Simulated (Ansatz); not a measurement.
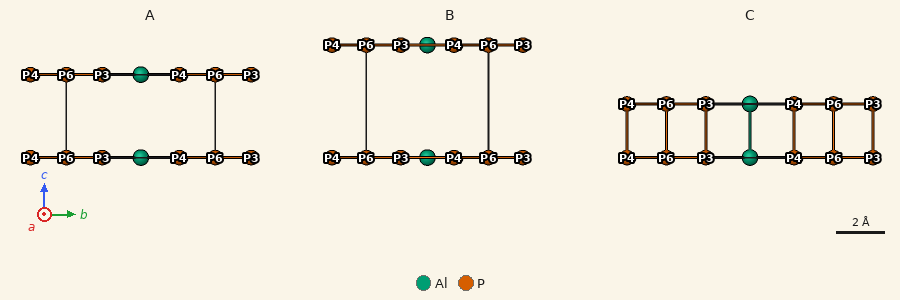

3 geometries from one relaxation of solid AlP5 (a generated structure, set up in P4/mmm) (coarse preliminary run), in shuffled order. Style: ball-and-stick. Shown: the cell of the calculation, along the a axis.

Level of theory: DFT PBE, scalar-relativistic, plane waves, PAW in Ansatz 0.2.0. Set-up: plane-wave cutoff 420 eV; k-point mesh 4 × 4 × 4; occupations gaussian; smearing width 0.1 eV; no spin polarisation; cell and atoms relaxed; force threshold 0.04 eV/Å; at most 70 steps.

Put them in the order of the run, from the start to the converged end.

Answer. B, A, C. They are steps 0, 10, 25, at +4695 meV per atom, +396 meV per atom relative to the last. The largest moves relative to the cell, 0.46 Å, are those of P atoms. Al stays in place. The volume changes by −10.6 %, with a = b 5.195 → 7.116 Å (+37.0 %), c 4.786 → 2.282 Å (−52.3 %). Among the contacts that change: P–P 4.786 → 2.282 Å, Al–Al 4.786 → 2.282 Å, P–P 2.269 → 3.759 Å, Al–P 1.605 → 2.658 Å. The space group stays P4/mmm (No. 123). The energy falls by 4695 meV per atom in 21 accepted moves (25 points after the start). The largest force component goes from 18 to 0.01 eV/Å. The pressure goes from 82.36 to 0.15 GPa. The line search rejected the trial steps at points 15, 19 of the run. At 2 points the geometry stayed and the basis and grid were re-selected for the new cell (energy shift of 75.2 meV per atom at most each time). Cost: 4.7 min on 1 thread of Intel(R) Xeon(R) Processor @ 2.50GHz (Skylake/Cascade Lake), on a shared host, peak memory 0.39 GiB.
